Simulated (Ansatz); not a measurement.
Bi2Se3: geometry relaxation (part 2 of 3)

Continued. System: Bi2Se3 (slab, 10 atoms in the cell). Method: DFT PBE+D3(BJ), scalar-relativistic, plane waves, PAW, no spin polarisation (Ansatz 0.2.0); cutoff 420 eV, 9×9×1 k-mesh, Gaussian smearing of 0.05 eV. It belongs to a series of runs on one base structure; here: (0 0 1) slab, atoms relaxed.

Geometry of the input (Å; fractional positions):
```
4.1436  0.0000  0.0000
-2.0718  3.5885  0.0000
0.0000  0.0000  31.4820
Se 0.0000  0.0000  0.2382
Bi 0.3333  0.6667  0.2882
Se 0.6667  0.3333  0.3492
Bi 0.0000  0.0000  0.4103
Se 0.3333  0.6667  0.4602
Se 0.6667  0.3333  0.5398
Bi 0.0000  0.0000  0.5897
Se 0.3333  0.6667  0.6508
Bi 0.6667  0.3333  0.7118
Se 0.0000  0.0000  0.7618
```

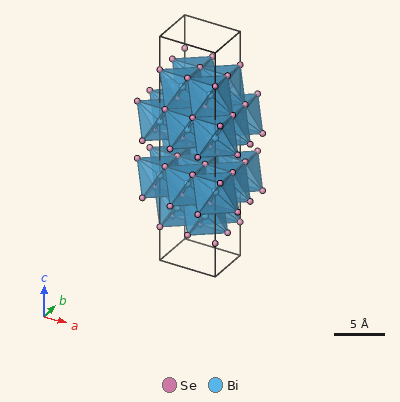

Fig. 1: The geometry at step 3 of the log (polyhedral view of the 2 × 2 repeat of the cell, with the vacuum cut short, seen slightly off an axis; polyhedra are completed across the faces of the cell).

## Log, continued
```
SCF iter   1: F=—  HF=-82408.063832 eV  |F-HF|=—  |Δ(HF+E_count)|=         —  Δρ=1.96e-4  dr2=1.67e-3  ethr=1.21e-5  p=-0.000 e·Å  D=-1.43e-6 V/Å  ΔV_dip=0.00 eV  dr2_dipole=1.89e-9  V_vac-E_F(+/−)=5.36/5.36 eV  ⟨swp⟩=2.0  Hψ=1790  notcnv=0  defer=112
efield: sawtooth ramp at fractional position 0.9800 (handed on by an earlier solve), width 0.0400; the density the first Hamiltonian is built on has a dipole p = -0.000 e·Å; the dipole correction subtracts the counter field D = -1.43e-6 V/Å, which shifts the + side's vacuum level by +0.00 eV against the − side's; the planar-averaged density in the ramp window peaks in size at 1.5e-6 e/Å³
preconditioner: auto → Resta (q_TF=auto, 2.272 Å⁻¹)  ε∞=2.9  [insulator: Δε(μ)=0.512 eV  Ē_g=9.278 eV  σ=0.050 eV  W_gap=1.00  n_scr=112 (ndim 8)  ℏωp=12.8 eV  f_vac=0.395  D(μ)=0.00/eV (n_scr^D=0)  ε∞_Penn≈2.9  vacuum switching on, ρ_ref=6.2e-3 e/Å³]
SCF iter   2: F=—  HF=-82408.064021 eV  |F-HF|=—  |Δ(HF+E_count)|=   1.89e-4  Δρ=2.96e-4  dr2=5.55e-3  ethr=1.07e-6  p=0.000 e·Å  D=5.18e-6 V/Å  ΔV_dip=-0.00 eV  dr2_dipole=1.62e-8  V_vac-E_F(+/−)=5.40/5.40 eV  ⟨swp⟩=1.2  Hψ=1327  notcnv=0  defer=112
SCF iter   3: F=—  HF=-82408.063727 eV  |F-HF|=—  |Δ(HF+E_count)|=   2.94e-4  Δρ=1.12e-4  dr2=4.19e-4  ethr=1.07e-6  p=-0.000 e·Å  D=-2.25e-6 V/Å  ΔV_dip=0.00 eV  dr2_dipole=4.21e-9  V_vac-E_F(+/−)=5.36/5.36 eV  ⟨swp⟩=2.0  Hψ=1180  notcnv=0  defer=112
SCF iter   4: F=—  HF=-82408.063713 eV  |F-HF|=—  |Δ(HF+E_count)|=   1.39e-5  Δρ=6.15e-5  dr2=7.82e-5  ethr=2.68e-7  p=0.000 e·Å  D=4.07e-6 V/Å  ΔV_dip=-0.00 eV  dr2_dipole=9.47e-9  V_vac-E_F(+/−)=5.37/5.37 eV  ⟨swp⟩=2.0  Hψ=1121  notcnv=0  defer=112
SCF iter   5: F=—  HF=-82408.063957 eV  |F-HF|=—  |Δ(HF+E_count)|=   2.44e-4  Δρ=1.82e-5  dr2=2.09e-6  ethr=5.01e-8  p=-0.000 e·Å  D=-6.94e-6 V/Å  ΔV_dip=0.00 eV  dr2_dipole=3.44e-8  V_vac-E_F(+/−)=5.37/5.37 eV  ⟨swp⟩=2.0  Hψ=1149  notcnv=0  defer=112
SCF iter   6: F=—  HF=-82408.063958 eV  |F-HF|=—  |Δ(HF+E_count)|=   7.89e-7  Δρ=7.11e-6  dr2=1.04e-6  ethr=1.34e-9  p=0.000 e·Å  D=3.81e-5 V/Å  ΔV_dip=-0.00 eV  dr2_dipole=9.49e-7  V_vac-E_F(+/−)=5.37/5.37 eV  ⟨swp⟩=2.0  Hψ=1335  notcnv=0  defer=112
SCF iter   7: F=—  HF=-82408.063958 eV  |F-HF|=—  |Δ(HF+E_count)|=   1.05e-7  Δρ=5.71e-6  dr2=1.10e-6  ethr=6.64e-10  p=-0.000 e·Å  D=-4.07e-5 V/Å  ΔV_dip=0.00 eV  dr2_dipole=1.11e-6  V_vac-E_F(+/−)=5.37/5.37 eV  ⟨swp⟩=2.0  Hψ=1193  notcnv=0  defer=112
SCF iter   8: F=-82408.063958 eV  HF=-82408.063958 eV  |F-HF|=1.30e-7  |Δ(HF+E_count)|=   2.73e-8  Δρ=2.40e-6  dr2=9.14e-8  ethr=6.41e-11  p=-0.000 e·Å  D=-1.08e-5 V/Å  ΔV_dip=0.00 eV  dr2_dipole=8.07e-8  V_vac-E_F(+/−)=5.37/5.37 eV  ⟨swp⟩=16.2  Hψ=8747  notcnv=0
SCF 5 converged in 8 iterations: F = -82408.063958 eV  dr2 = 9.14e-8
relax step   5: F+E_penalty+E_count = -82408.06395804 eV  Δ(F+E_penalty+E_count) = -3.216e-4 eV  max|allowed force component| = 5.438e-4 eV/Å  Δτ_max = 0.0094 Å  (8 SCF iters, accepted)
```

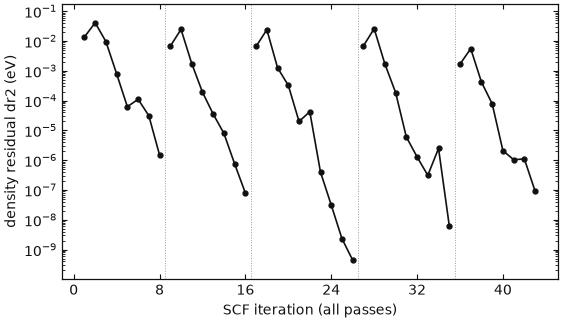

Fig. 2: Convergence of the self-consistent field: density residual dr2 against the SCF iteration. The dotted lines part the SCF passes of the relaxation: geometry steps, rejected trials and re-solves on a re-selected basis. The 5 passes take 8 to 10 iterations each, 43 in all.

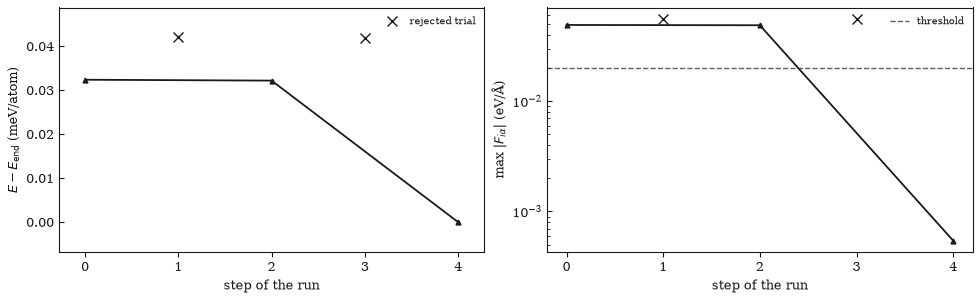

Fig. 3: Progress of the relaxation, step by step (the first geometry is step 0 here and step 1 in the log). The energy falls by next to nothing (0.0 meV per atom) in 4 geometry steps. Largest force component: 0.049 eV/Å at the start, 0.00054 eV/Å at the end. The line search rejected the trial steps at points 1, 3 (counted from 0) and went back. The largest moves, 0.009 Å, are those of Bi2 and Bi9. Largest moves by element: Bi 0.009 Å, Se 0.006 Å. The cell stays as it was. Among the contacts that change: Bi2–Se3 3.069 → 3.074 Å. (Atoms are counted from 1 in the order of the input.)

```
SCF converged after 8 iterations
Free energy (F): -82408.063958 eV
Harris-Foulkes:  -82408.063958 eV  (|F-HF|=1.30e-7)
Internal energy: -82408.063958 eV  (E = F + TS)
E sigma→0 (E₀):  -82408.063958 eV
Fermi energy:    3.389954 eV
Dipole field:    D = 0.000239 V/Å  (p = 0.000618 e·Å, saw-weighted, corrected)
Work function:   Φ+ = 5.3651 eV   Φ− = 5.3726 eV
Levels:          The Fermi level and band energies are counted from a zero that moves with the ramp; work functions are not
--- Per-component energies (eV) ---
  E_band       = -3563.363474
  E_kinetic    = 1914.306973
  E_local      = -148561.341844  (includes V_loc(G=0)·N_el)
  E_nonlocal   = -1326.637431
  E_hartree    = 72704.152353
  E_xc         = -1233.220526
  E_vxc        = -1168.633078  (∫ρ·V_xc dr)
  E_paw        = -54118.245083  (= ΣΔE_a)
  E_vpaw       = 170.650918  (= ΣTr[D̂ρ^β])
  E_aug_tail   = -0.005261  (compensation charges beyond the density's cutoff)
  E_efield     = 0.000000  (sawtooth field / dipole correction)
  E_vefield    = 0.000000  (∫n·V_field dr)
  E_ewald      = 48216.520625
  E_disp       = -3.593764  (pairwise vdW)
  E_smearing   = -0.000000  (= −TS)
  E_closure    = 0.000000  (closes the sum)
  Σ components = -82408.063958   (vs F -82408.063958, Δ=0.00e0)
--- Forces (eV/Å), atoms counted from 1 ---
  atom   1  Se     0.00000000    -0.00000000    -0.00004753
  atom   2  Bi     0.00000000     0.00000000     0.00002077
  atom   3  Se     0.00000000    -0.00000000     0.00009597
  atom   4  Bi     0.00000000    -0.00000000     0.00021821
  atom   5  Se     0.00000000     0.00000000    -0.00054303
  atom   6  Se     0.00000000    -0.00000000     0.00047024
  atom   7  Bi     0.00000000     0.00000000    -0.00000581
  atom   8  Se    -0.00000000     0.00000000    -0.00033986
  atom   9  Bi     0.00000000    -0.00000000     0.00015392
  atom  10  Se     0.00000000     0.00000000    -0.00001529
  max |Σ_I F_I| component: 7.60e-6 eV/Å
--- Band table (eV; the first three rows and the last of 12) ---
  k-point 0: bands = ["-43.9999", "-43.9999", "-43.9992", "-43.9992", "-43.9972", "-43.9972", "-43.9970", "-43.9970", "-43.9962", "-43.9960", "-43.9017", "-43.9017", "-43.9014", "-43.9014", "-43.8961", "-43.8959", "-43.8882", "-43.8882", "-43.8881", "-43.8881", "-43.8879", "-43.8879", "-43.8878", "-43.8878", "-43.8824", "-43.8821", "-43.8581", "-43.8581", "-43.8579", "-43.8579", "-19.7616", "-19.7616", "-19.7613", "-19.7613", "-19.7520", "-19.7520", "-19.7519", "-19.7519", "-19.7489", "-19.7486", "-19.7421", "-19.7419", "-19.7388", "-19.7388", "-19.7385", "-19.7385", "-19.7308", "-19.7308", "-19.7306", "-19.7306", "-10.9982", "-10.8979", "-10.4950", "-10.3114", "-9.3765", "-9.2083", "-6.5035", "-6.2562", "-5.2799", "-5.0855", "0.7898", "1.1685", "1.4285", "1.4285", "1.5116", "1.5116", "1.5523", "1.6646", "1.6646", "1.7937", "1.7937", "2.0687", "2.0687", "2.1621", "2.1621", "2.2285", "2.2953", "3.1333", "3.6466", "3.9519", "4.8412", "4.8412", "5.0170", "5.0170", "5.4449", "5.5018", "5.8673", "5.8673", "6.0464", "6.0464", "8.2455", "8.3469", "9.2158", "9.2349"]
  k-point 1: bands = ["-43.9999", "-43.9999", "-43.9992", "-43.9991", "-43.9972", "-43.9972", "-43.9970", "-43.9970", "-43.9962", "-43.9959", "-43.9017", "-43.9017", "-43.9014", "-43.9014", "-43.8961", "-43.8959", "-43.8882", "-43.8882", "-43.8881", "-43.8881", "-43.8879", "-43.8879", "-43.8878", "-43.8878", "-43.8824", "-43.8821", "-43.8581", "-43.8581", "-43.8579", "-43.8579", "-19.7630", "-19.7627", "-19.7586", "-19.7583", "-19.7535", "-19.7533", "-19.7491", "-19.7490", "-19.7472", "-19.7469", "-19.7413", "-19.7410", "-19.7396", "-19.7394", "-19.7391", "-19.7389", "-19.7325", "-19.7323", "-19.7309", "-19.7308", "-10.8880", "-10.7884", "-10.3924", "-10.2108", "-9.3174", "-9.1562", "-6.5200", "-6.3014", "-5.4329", "-5.2752", "0.4279", "0.5531", "0.6378", "1.1140", "1.1175", "1.1323", "1.2209", "1.3280", "1.3753", "1.4975", "1.6724", "1.8328", "2.1075", "2.2245", "2.3834", "2.6136", "2.7232", "2.9684", "4.1703", "4.3913", "4.7776", "4.9681", "5.0233", "5.2080", "5.5957", "5.7630", "6.0403", "6.2268", "6.2441", "6.3728", "8.3965", "8.4971", "9.0273", "9.2094"]
  k-point 2: bands = ["-43.9999", "-43.9998", "-43.9992", "-43.9991", "-43.9973", "-43.9973", "-43.9970", "-43.9969", "-43.9961", "-43.9959", "-43.9017", "-43.9017", "-43.9014", "-43.9013", "-43.8961", "-43.8959", "-43.8882", "-43.8882", "-43.8881", "-43.8881", "-43.8879", "-43.8879", "-43.8878", "-43.8878", "-43.8824", "-43.8820", "-43.8581", "-43.8581", "-43.8579", "-43.8579", "-19.7674", "-19.7671", "-19.7580", "-19.7579", "-19.7515", "-19.7513", "-19.7461", "-19.7458", "-19.7425", "-19.7424", "-19.7416", "-19.7414", "-19.7394", "-19.7391", "-19.7373", "-19.7371", "-19.7336", "-19.7334", "-19.7307", "-19.7306", "-10.5665", "-10.4697", "-10.0990", "-9.9252", "-9.1668", "-9.0284", "-6.6184", "-6.4764", "-5.8696", "-5.7812", "-0.6954", "-0.4826", "0.0711", "0.2973", "0.4603", "0.6083", "0.7252", "0.7855", "1.1248", "1.2870", "1.3450", "1.7162", "2.0415", "2.0577", "2.1647", "2.2275", "2.6846", "2.9532", "4.3935", "4.7178", "5.3046", "5.3186", "5.5399", "5.6722", "6.0023", "6.0925", "6.4493", "6.6522", "6.8216", "7.1074", "8.1598", "8.3389", "8.8796", "8.9409"]
  k-point 11: bands = ["-43.9999", "-43.9994", "-43.9994", "-43.9990", "-43.9975", "-43.9972", "-43.9972", "-43.9968", "-43.9960", "-43.9959", "-43.9016", "-43.9016", "-43.9013", "-43.9013", "-43.8961", "-43.8958", "-43.8882", "-43.8882", "-43.8881", "-43.8881", "-43.8879", "-43.8879", "-43.8879", "-43.8878", "-43.8823", "-43.8820", "-43.8580", "-43.8580", "-43.8578", "-43.8578", "-19.7646", "-19.7643", "-19.7580", "-19.7578", "-19.7568", "-19.7566", "-19.7458", "-19.7456", "-19.7421", "-19.7419", "-19.7416", "-19.7413", "-19.7351", "-19.7349", "-19.7325", "-19.7324", "-19.7302", "-19.7300", "-19.7257", "-19.7255", "-8.9944", "-8.9942", "-8.9755", "-8.9755", "-8.8503", "-8.8500", "-7.4788", "-7.4547", "-7.4544", "-7.4508", "-1.5293", "-1.5292", "-1.0594", "-0.9977", "-0.9976", "-0.8813", "-0.4984", "-0.4983", "0.3409", "0.4698", "0.4699", "0.6603", "1.5160", "1.5161", "2.1160", "2.4346", "2.4347", "2.6597", "5.1028", "5.1029", "5.7240", "5.9800", "5.9801", "6.0662", "7.2497", "7.2497", "7.4653", "7.7357", "7.7425", "7.7426", "9.6392", "10.0773", "10.0775", "10.3646"]
--- Relaxed structure (5 steps of the walk, 3 accepted, 0 SCFs on fresh bases) ---
  F+E_penalty+E_count = -82408.06395804 eV   max|allowed force component| = 5.438e-4 eV/Å
  atoms:
    - { symbol: Se, position: [-5.2707721059494226e-20, -2.6521293516086856e-34, 0.2380435681090897] }
    - { symbol: Bi, position: [0.33333333333333337, 0.6666666666666667, 0.28787699647713333] }
    - { symbol: Se, position: [0.6666666666666666, 0.33333333333333337, 0.3491794191930127] }
    - { symbol: Bi, position: [-1.0492832106749619e-20, -2.193453734493504e-34, 0.4102546721880659] }
    - { symbol: Se, position: [0.33333333333333337, 0.6666666666666667, 0.46026079235610706] }
    - { symbol: Se, position: [0.6666666666666666, 0.33333333333333337, 0.5397392025262011] }
    - { symbol: Bi, position: [1.0499801202846151e-20, 1.322884522002854e-34, 0.58974535259776] }
    - { symbol: Se, position: [0.33333333333333337, 0.6666666666666667, 0.6508205424488249] }
    - { symbol: Bi, position: [0.6666666666666666, 0.33333333333333337, 0.7121230286468904] }
    - { symbol: Se, position: [5.2705911996109583e-20, 3.222198291601972e-34, 0.7619564254569153] }
```

## Trajectory as extended XYZ (Å, eV, eV/Å), 5 frames, from step=1 to step=5
```
10
Lattice="4.1436 0.0000 0.0000 -2.0718 3.5885 0.0000 0.0000 0.0000 31.4820" Properties=species:S:1:pos:R:3:forces:R:3 step=1 energy=-82408.06363
Se    0.0000    0.0000    7.5000    0.0000   0.0000   0.0188
Bi    0.0000    2.3923    9.0723    0.0000   0.0000  -0.0486
Se    2.0718    1.1962   10.9946    0.0000   0.0000   0.0215
Bi    0.0000    0.0000   12.9168    0.0000   0.0000  -0.0031
Se    0.0000    2.3923   14.4892    0.0000   0.0000   0.0113
Se    2.0718    1.1962   16.9929    0.0000   0.0000  -0.0116
Bi    0.0000    0.0000   18.5652    0.0000   0.0000   0.0040
Se    0.0000    2.3923   20.4875    0.0000   0.0000  -0.0223
Bi    2.0718    1.1962   22.4097    0.0000   0.0000   0.0492
Se    0.0000    0.0000   23.9820    0.0000   0.0000  -0.0190
10
Lattice="4.1436 0.0000 0.0000 -2.0718 3.5885 0.0000 0.0000 0.0000 31.4820" Properties=species:S:1:pos:R:3:forces:R:3 step=2 energy=-82408.06354 accepted=F
Se    0.0000    0.0000    7.4877    0.0000   0.0000  -0.0221
Bi    0.0000    2.3923    9.0526    0.0000   0.0000   0.0553
Se    2.0718    1.1962   10.9908    0.0000   0.0000  -0.0171
Bi    0.0000    0.0000   12.9159    0.0000   0.0000  -0.0069
Se    0.0000    2.3923   14.4917    0.0000   0.0000  -0.0106
Se    2.0718    1.1962   16.9904    0.0000   0.0000   0.0113
Bi    0.0000    0.0000   18.5663    0.0000   0.0000   0.0050
Se    0.0000    2.3923   20.4911    0.0000   0.0000   0.0187
Bi    2.0718    1.1962   22.4295    0.0000   0.0000  -0.0562
Se    0.0000    0.0000   23.9943    0.0000   0.0000   0.0224
10
Lattice="4.1436 0.0000 0.0000 -2.0718 3.5885 0.0000 0.0000 0.0000 31.4820" Properties=species:S:1:pos:R:3:forces:R:3 step=3 energy=-82408.06364
Se    0.0000    0.0000    7.5000    0.0000   0.0000   0.0189
Bi    0.0000    2.3923    9.0723    0.0000   0.0000  -0.0489
Se    2.0718    1.1962   10.9946    0.0000   0.0000   0.0219
Bi    0.0000    0.0000   12.9168    0.0000   0.0000  -0.0036
Se    0.0000    2.3923   14.4892    0.0000   0.0000   0.0114
Se    2.0718    1.1962   16.9929    0.0000   0.0000  -0.0114
Bi    0.0000    0.0000   18.5652    0.0000   0.0000   0.0036
Se    0.0000    2.3923   20.4875    0.0000   0.0000  -0.0219
Bi    2.0718    1.1962   22.4097    0.0000   0.0000   0.0489
Se    0.0000    0.0000   23.9820    0.0000   0.0000  -0.0189
10
Lattice="4.1436 0.0000 0.0000 -2.0718 3.5885 0.0000 0.0000 0.0000 31.4820" Properties=species:S:1:pos:R:3:forces:R:3 step=4 energy=-82408.06354 accepted=F
Se    0.0000    0.0000    7.4878    0.0000   0.0000  -0.0223
Bi    0.0000    2.3923    9.0527    0.0000   0.0000   0.0556
Se    2.0718    1.1962   10.9909    0.0000   0.0000  -0.0179
Bi    0.0000    0.0000   12.9159    0.0000   0.0000  -0.0058
Se    0.0000    2.3923   14.4917    0.0000   0.0000  -0.0109
Se    2.0718    1.1962   16.9904    0.0000   0.0000   0.0109
Bi    0.0000    0.0000   18.5662    0.0000   0.0000   0.0059
Se    0.0000    2.3923   20.4911    0.0000   0.0000   0.0179
Bi    2.0718    1.1962   22.4294    0.0000   0.0000  -0.0555
Se    0.0000    0.0000   23.9942    0.0000   0.0000   0.0223
10
Lattice="4.1436 0.0000 0.0000 -2.0718 3.5885 0.0000 0.0000 0.0000 31.4820" Properties=species:S:1:pos:R:3:forces:R:3 step=5 energy=-82408.06396
Se    0.0000    0.0000    7.4941    0.0000   0.0000   0.0000
Bi    0.0000    2.3923    9.0630    0.0000   0.0000   0.0000
Se    2.0718    1.1962   10.9929    0.0000   0.0000   0.0001
Bi    0.0000    0.0000   12.9157    0.0000   0.0000   0.0002
Se    0.0000    2.3923   14.4900    0.0000   0.0000  -0.0005
Se    2.0718    1.1962   16.9921    0.0000   0.0000   0.0005
Bi    0.0000    0.0000   18.5664    0.0000   0.0000   0.0000
Se    0.0000    2.3923   20.4892    0.0000   0.0000  -0.0003
Bi    2.0718    1.1962   22.4191    0.0000   0.0000   0.0002
Se    0.0000    0.0000   23.9879    0.0000   0.0000   0.0000
```

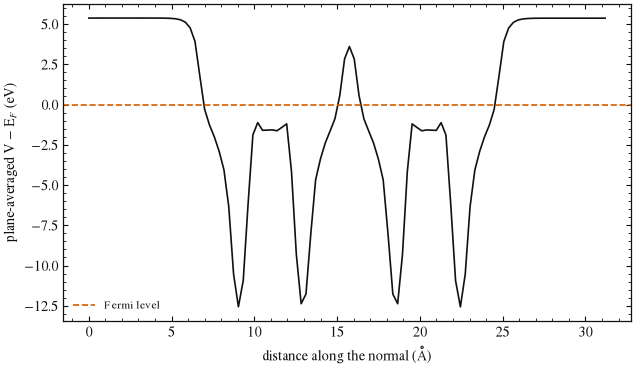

Fig. 4: Plane average of the electrostatic potential energy of an electron across the cell, from the Fermi level. The vacuum level lies 5.37 eV above the Fermi level.
